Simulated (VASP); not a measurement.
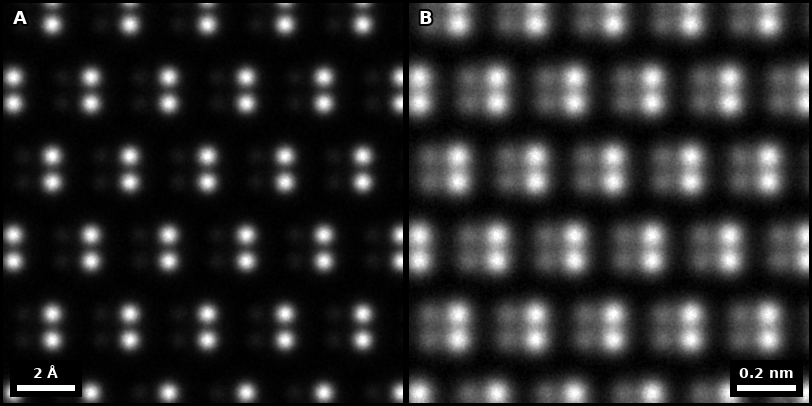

Two simulated images of the same area of GaN (P6_3mc, No. 186) along [101], with a probe of 0.50 Å. One is incoherent Z contrast (Z^1.7 per atom), the other the projected potential of neutral atoms blurred by the probe (iDPC-like, thin sample). Brightness is counted from the darkest point of the image. Shot noise was added. Structure: the geometry relaxed with VASP Kohn-Sham DFT of a periodic cell, r2SCAN, VASP PAW PBE potentials, recommended in VASP.

Which panel is which, and how can one tell?

A is the Z-contrast image and B the potential image. The columns of 1 N per repeat reach about 8 % of the brightest peak (1 Ga) in A but about 38 % in B, mainly since the potential grows much more slowly with atomic number.
